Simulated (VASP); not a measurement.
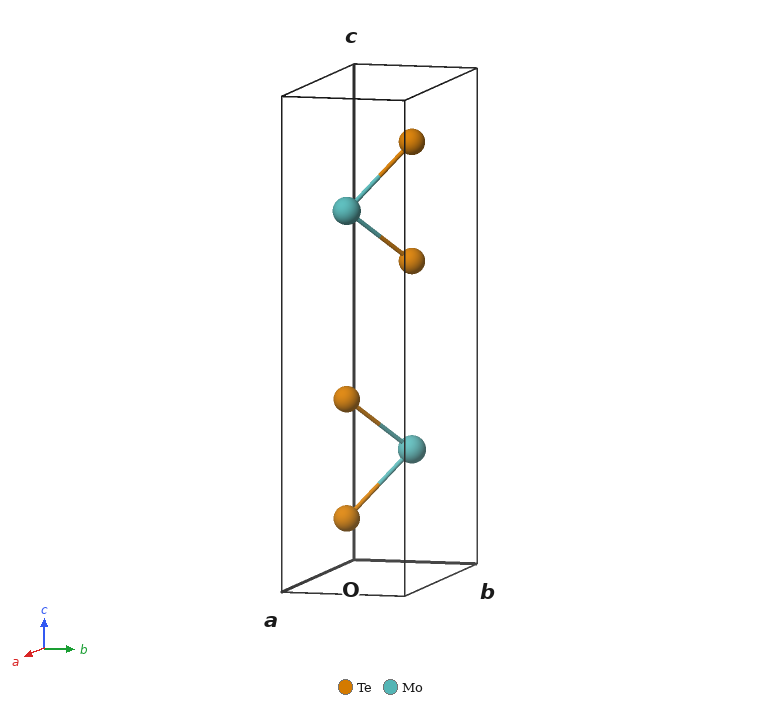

Crystal: Te₂Mo, coordinates from a relaxation with VASP 6.6.1, VASP Kohn-Sham DFT of a periodic cell, PBE, VASP PAW PBE potentials, recommended, release 54. One unit cell is drawn above. Geometry calculated from the standardised cell; symmetry tolerance 0.002 Å.

```yaml
crystal:
  lattice:
    - [3.55424, 0.00000, 0.00000]
    - [-1.77712, 3.07806, 0.00000]
    - [0.00000, 0.00000, 15.06226]
  atoms:
    - { symbol: Te, position: [0.66667, 0.33333, 0.37019] }
    - { symbol: Te, position: [0.33333, 0.66667, 0.87019] }
    - { symbol: Te, position: [0.66667, 0.33333, 0.12981] }
    - { symbol: Te, position: [0.33333, 0.66667, 0.62981] }
    - { symbol: Mo, position: [0.66667, 0.33333, 0.75000] }
    - { symbol: Mo, position: [0.33333, 0.66667, 0.25000] }
```

Q: What is its point group?

A: 6/mmm (D6h), order 24, hexagonal system: one sixfold axis, six twofold axes, seven mirror planes, an inversion centre.

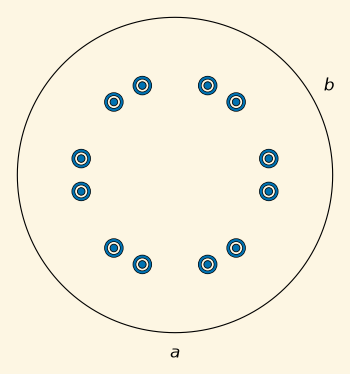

Stereographic projection: filled dots lie in the upper hemisphere, open rings in the lower. The poles are one general form. The c axis points at the viewer.

Q: What does this class allow?

A: Class 6/mmm is centrosymmetric, so neither piezoelectric nor pyroelectric; it is not chiral. Its Laue class is 6/mmm.
